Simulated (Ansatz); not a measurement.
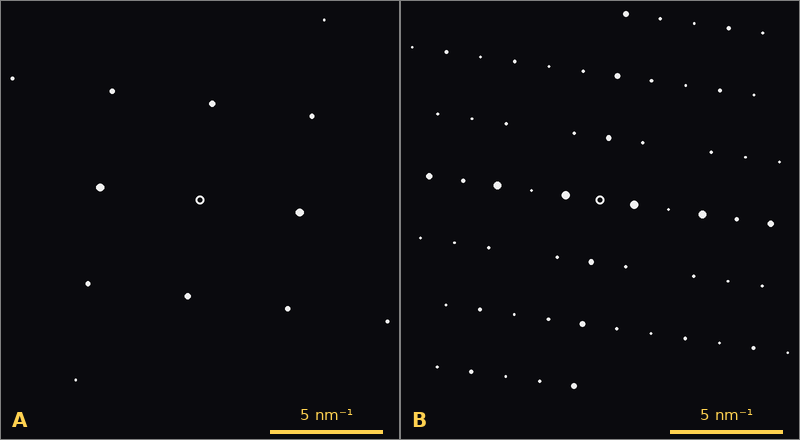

Kinematic electron diffraction patterns (200 kV, B = 0.5 Å², same scale, each along a low-index zone) of two structures of composition Al, each relaxed at zero pressure with DFT r2SCAN, scalar-relativistic, plane waves, PAW (Ansatz).

The structures (standard cells):
1. Cmce (No. 64), a = 4.418 Å, b = 8.030 Å, c = 4.581 Å, 8 atoms; generated start, possibly hypothetical
2. R-3m (No. 166), a = 7.099 Å, c = 19.313 Å (hexagonal axes), 36 atoms; generated start, possibly hypothetical

> Which pattern belongs to which structure, and along which zone?

A is structure 1 along [010]: rectangular net of 0 0 2 at d = 2.29 Å and 2 0 0 at d = 2.21 Å, 90.0° apart (some points of this net are extinct or too weak to see). B is structure 2 along [210] or an equivalent direction: rectangular net of 0 0 3 at d = 6.44 Å and 1 -2 0 at d = 3.55 Å, 90.0° apart (some points of this net are extinct or too weak to see).

> Rank the structures by their computed energy.

Structure 1 (Cmce, 20.31 Å³ an atom) is the lowest of these; structure 2 (R-3m, 23.42 Å³ an atom) lies about 63 meV an atom higher. These are static energies at 0 K; other structures, not shown, may lie lower still.
